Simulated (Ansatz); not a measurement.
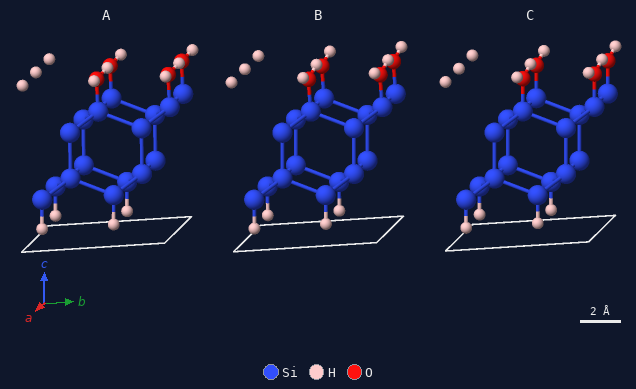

3 geometries from one constrained relaxation of a slab of composition Si4H2O (cut from the Fd-3m phase), in shuffled order. A ball-and-stick model of the cell of the calculation, outlined in the plane, without the vacuum (origin shifted), seen slightly off an axis.

Case: clean slab, lower planes held. The slab is the (1 1 1) face of Si. 8 atoms are held fixed.

All numbers below come from Ansatz, DFT PBE+D3(BJ), scalar-relativistic, plane waves, PAW. Set-up: plane-wave cutoff 420 eV; k-point mesh 3 × 3 × 1; occupations gaussian; smearing width 0.05 eV; no spin polarisation; dipole correction; atoms relaxed in a fixed cell; force threshold 0.03 eV/Å; at most 70 steps.

**Put them in the order of the run, from the start to the converged end.**

C, B, A. They are steps 0, 1, 6, at +0.533 eV per cell of the calculation, +0.235 eV per cell of the calculation relative to the last. The largest moves, 0.21 Å, are those of H atoms. Largest moves by element: H 0.21 Å, O 0.16 Å, Si 0.04 Å. The cell doesn't change. Among the contacts that change: H–Si 1.440 → 1.502 Å, H–O 0.980 → 0.972 Å, O–Si 1.681 → 1.688 Å. Among the angles between lasting bonds that change: Si–O–H 129.5° → 114.0°, Si–Si–O 109.5° → 105.3°. Over 4 accepted moves (6 points after the start) the energy falls by 0.533 eV per cell of the calculation. Largest force component: 1.2 eV/Å at the start, 0.027 eV/Å at the end. The line search rejected the trial step at point 3 of the run. 1 step only repeated the SCF at the same geometry. The run took 45 s on 4 threads of AMD EPYC 9R45 96-Core Processor (Zen 5), on a shared host, peak memory 2.2 GiB.
